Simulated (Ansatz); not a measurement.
# Where O_i (void) puts its levels in the gap of AlN (P6_3mc), part 2 of 2

Charge states of O_i (void) in AlN (P6_3mc), set against the band edges. Model: a cell of 72 host atoms with 1 O put in.

Ansatz; place-levels on r2SCAN runs: charge-transition levels and formation energies with image-charge correction and potential alignment at the atomic sites; PAW set soft_1.

So far: Starting point; Charge states.

### 3. Levels against the band edges, r2SCAN

A charged cell interacts with its images and the background, and its potential has another zero than the host's. place-levels removes the first by a point-charge model, screened by the static dielectric constant since the ions have relaxed around the charge, and the second by comparing potentials at atoms far from the defect.

The host is a run of the defect-free crystal in the same cutoffs, grids and k-points, so that basis and sampling errors cancel in part in the differences. The host is run in a cell of 8 atoms on a matching mesh. Its band edges are searched through the zone by a band path, so the gap is smaller than, or equal to, that on the mesh. Chemical potentials are energies per atom of O (O2 molecule), run with the same functional and cutoff.

levels.point.yaml

```yaml
host:
  run: host.point.run
states: [qm2.point.run, qm1_M1.point.run, q0.point.run]
geometry_from:
  qm2.point.run: qm2.relax.run
  qm1_M1.point.run: qm1_M1.relax.run
  q0.point.run: q0.relax.run
  host.point.run: host.relax.run
chemical_potentials:
  O:
    energy: -565.989614
    dataset: <sha256 of the dataset>
epsilon: [4.49, 4.49, 4.72]
static_epsilon: [8.15, 8.15, 9.65]
vertical:
  - { from: qm2.point.run, to: qm2.point_neutral.run }
  - { from: qm1_M1.point.run, to: qm1_M1.point_neutral.run }
```

On the command line:

```
$ ansatz place-levels levels.point.yaml -- --threads 4 --pin off --max-ram 7536MiB
```

Output:

```text
[... repeated set-up lines and file paths are left out, and long positions are rounded to six places ...]
(0/-1) 3.560 eV above the valence edge, 1.318 eV under the conduction edge; not on the lower envelope
(-1/-2) 2.013 eV above the valence edge, 2.865 eV under the conduction edge; not on the lower envelope
(0/-2) 2.786 eV above the valence edge, 2.091 eV under the conduction edge: charges between them are lowest nowhere
formation energy of charge 0: +1.435 eV with the Fermi level at the valence edge
formation energy of charge -1: +4.995 eV with the Fermi level at the valence edge
formation energy of charge -2: +7.008 eV with the Fermi level at the valence edge
vertical -2 to 0: no energy, since no alignment is typed
  the change from vertical[0].from (qm2.point.run) to vertical[0].to (qm2.point_neutral.run): by its potential at epsilon [4.49, 4.49, 4.72] it stands at 0.662 0.673 0.304, with an rms radius of about 3.2 Å (1.8 1.8 2.0 Å across the planes of the cell's [...]
vertical -1 to 0: no energy, since no alignment is typed
  the change from vertical[1].from (qm1_M1.point.run) to vertical[1].to (qm1_M1.point_neutral.run): by its spins about the atoms it stands at 0.673 0.681 0.301, with an rms radius of about 2.4 Å (1.3 1.5 1.4 Å across the planes of the cell's vectors); [...]
  edges by r2scan, gap 4.878 eV; the host is sampled to repeats of 18.64 Å
  the defect's cells are sampled to repeats of 18.64 Å, like sampling
  charge 0: +0.000 eV for its dipole among its images, +0.000 omitted
  charge -1: -33979.5883 eV with its correction of +0.137 eV, at epsilon [8.15, 8.15, 9.65], aligned at sites: +0.1255 eV, mean over 36 atomic sites at or beyond 4.66 Å from the defect at [0.6667, 0.6667, 0.3450], with +0.000000 for the charge's moments and [...]
  charge -2: -33970.6576 eV with its correction of +0.775 eV, at epsilon [8.15, 8.15, 9.65], aligned at sites: +0.1381 eV, mean over 36 atomic sites at or beyond 4.66 Å from the defect at [0.6667, 0.6667, 0.3450], with +0.000000 for the charge's moments and [...]
  of states[2] (q0.point.run): its displacements don't fall off away from the defect: farther atoms stand 0.02 Å off the host's places. [...]
  of states[1] (qm1_M1.point.run): it parts from the run at its places by a charge that spreads by about 1.5 Å along one vector (1.4 Å or more is wide), by the spins about the atoms, where the cell does not tell a trapped carrier from a band state. [...]
  of states[0] (qm2.point.run): it parts from the run at its places by a charge that spreads by about 1.8 Å along one vector (1.4 Å or more is wide), by its potential at epsilon [4.49, 4.49, 4.72], taken for that of held ions (one typed too small widens it), [...]
  of vertical[0].from (qm2.point.run): its displacements don't fall off away from the defect: farther atoms stand 0.039 Å off the host's places. [...]
  vertical[0].to (qm2.point_neutral.run): levels filled in part (TS 0.004 eV): its energy is of no whole electron's
  of vertical[0].to (qm2.point_neutral.run): its displacements don't fall off away from the defect: farther atoms stand 0.039 Å off the host's places. [...]
  of vertical[1].from (qm1_M1.point.run): its displacements don't fall off away from the defect: farther atoms stand 0.029 Å off the host's places. [...]
  vertical[1].to (qm1_M1.point_neutral.run): levels filled in part (TS 0.001 eV): its energy is of no whole electron's
  of vertical[1].to (qm1_M1.point_neutral.run): its displacements don't fall off away from the defect: farther atoms stand 0.029 Å off the host's places. [...]
```

It took 0.39 s on 4 threads of Arm Neoverse V1, shared host.

Levels between the charges placed, in eV above the valence top:

```csv
,gap (eV),(0/−1),(−1/−2)
r2SCAN,4.88,3.56,2.01
```

Corrections by state:

```csv
charge,moment (μB),image terms and alignment (eV),band filling (eV),ε used,"over the lowest of its charge, as the program ranks them, band filling apart (eV)"
0,0.0,0.000,-,-,0.000
−1,1.0,0.137,-,"principal values (8.15, 8.15, 9.65)",0.000
−2,0.0,0.775,-,"principal values (8.15, 8.15, 9.65)",0.000
```

The charged structures listed were also run neutral, and place-levels reads from each pair, by the potential or the spins, how wide the charge is by which they differ; that can be the carrier of either run.

```csv
charge,rms radius (Å),spread where it is widest against the cell (Å),wide from (Å),reading
−1,2.4,1.51,1.40,wide
−2,3.2,1.77,1.40,wide
```

The neutral runs of these pairs need not share the spin of the lowest neutral state, and very wide values only mean spread over the cell.

From the program's caveats on the states, each cut to its opening words:

- charge 0: its displacements don't fall off away from the defect: farther atoms stand 0.02 Å off the host's places
- charge −1 (1 μB): it parts from the run at its places by a charge that spreads by about 1.5 Å along one vector (1.4 Å or more is wide), by the spins about the atoms, where the [...]
- charge −1 (1 μB): its displacements don't fall off away from the defect: farther atoms stand 0.029 Å off the host's places
- charge −1 (1 μB): flagged: stability check not made
- charge −2: it parts from the run at its places by a charge that spreads by about 1.8 Å along one vector (1.4 Å or more is wide), by its potential at epsilon [4.49, 4.49, [...]
- charge −2: its displacements don't fall off away from the defect: farther atoms stand 0.039 Å off the host's places

Chemical potentials of the elements' reference phases, run alike. Formation energy by charge state (elemental references; gap 4.88 eV):

```csv
charge,at valence top (eV),at conduction bottom (eV),correction included (eV)
0,1.43,1.43,0.00
−1,5.00,0.12,0.14
−2,7.01,-2.75,0.77
```

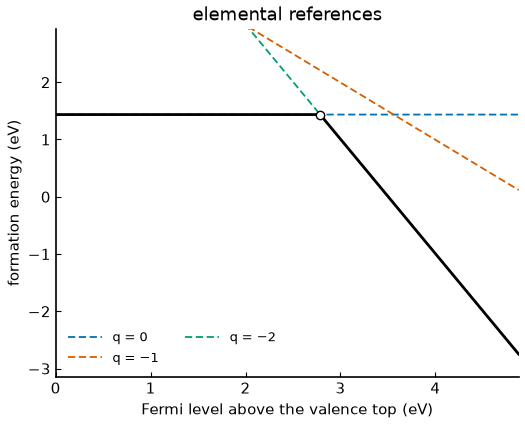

Formation energy against Fermi level; the thick line follows the lowest charge state and circles mark the transition levels.

### 4. Effect of the sampling

The relaxations' own energies give the levels at their sampling, for comparison.

levels.relax_mesh.yaml

```yaml
host:
  run: host.relax.run
states: [qm2.relax.run, qm1_M1.relax.run, q0.relax.run]
chemical_potentials:
  O:
    energy: -565.989614
    dataset: <sha256 of the dataset>
```

On the command line:

```
$ ansatz place-levels levels.relax_mesh.yaml -- --threads 4 --pin off --max-ram 7536MiB
```

Output:

```text
[...]
formation energy of charge 0: +1.521 eV with the Fermi level at the valence edge
formation energy of charge -1: +5.017 eV with the Fermi level at the valence edge
formation energy of charge -2: +7.094 eV with the Fermi level at the valence edge
  edges by r2scan, gap 4.886 eV; the host is sampled to repeats of 13.64 Å
[... the lines on each state left out ...]
```

Run time: 0.14 s. Hardware: 4 threads.

Levels between neighbouring charges, in eV above the valence top:

```csv
,gap (eV),(0/−1),(−1/−2)
"one point at (¼, ¼, ¼)",4.89,3.50,2.08
a 2×2×2 shifted mesh,4.88,3.56,2.01
```

Going from one point at (¼, ¼, ¼) to a 2×2×2 shifted mesh moves the levels that carry no band-filling term by up to 0.06 eV and formation energies against the elements by up to 0.09 eV.

### 5. Summary of results

```json
{"gap of the host": "4.88 eV (r2SCAN)", "level (0/minus 1)": "3.56 eV above the valence top, not a change between lowest states", "level (minus 1/minus 2)": "2.01 eV above the valence top, not a change between lowest states", "level (0/minus 2)": "2.79 eV above the valence top", "lowest of the charges placed, just above the valence top (0.02 eV)": "0", "lowest of the charges placed, just below the conduction bottom (0.02 eV)": "−2", "lowest formation energy at mid-gap of the charges run, elemental references": "1.43 eV"}
```

In words: Of the charges placed (−2, −1 and 0), the lowest changes at 2.79 eV (0/−2) above the valence top, in a gap of 4.88 eV. (0/−2) passes over charge −1, which lies 0.77 eV above the two there; a lower structure or spin state of it, if missed, would change that. Charges above 0 and below −2 were not placed, so these runs say nothing of levels that involve them. States placed: 0 at 0 μB; −1 at 1 μB; −2 at 0 μB. Other spin states or structures, where not listed, weren't placed. At charge 0 the atom put in ends up to 1.6 Å from its starting place, so the name tells the start alone and the levels can join different sites. O is taken at its element; compounds, which aren't counted here, bound the chemical potentials and would shift these formation energies. Going from one point at (¼, ¼, ¼) to a 2×2×2 shifted mesh moves the levels that carry no band-filling term by up to 0.06 eV and formation energies against the elements by up to 0.09 eV. Limits: r2SCAN makes the gap too small and tends to spread out bound carriers; where a gas molecule sets a chemical potential or the host's formation energy, its binding is uncorrected.

[Logs are printed without paths, hosts, clocks, repeated set-up lines and the standing remarks that a program may print on its own settings, such as how far it seeks lower states.]

[Hosts, paths, dates, database ids (printed as entryN), source tags and the programs' standing remarks are cut or masked in the printed files.]

[Where a table of states has a column of steps, it counts the stored structures, which are thinned; the runs took as many ionic steps or more.]

[A defect's name tells the site on which it was built; relaxed atoms can leave that site.]

[For some hosts the program warned that the k-mesh of the response run may be too coarse for force constants and the static dielectric constant; such warnings are not shown here.]
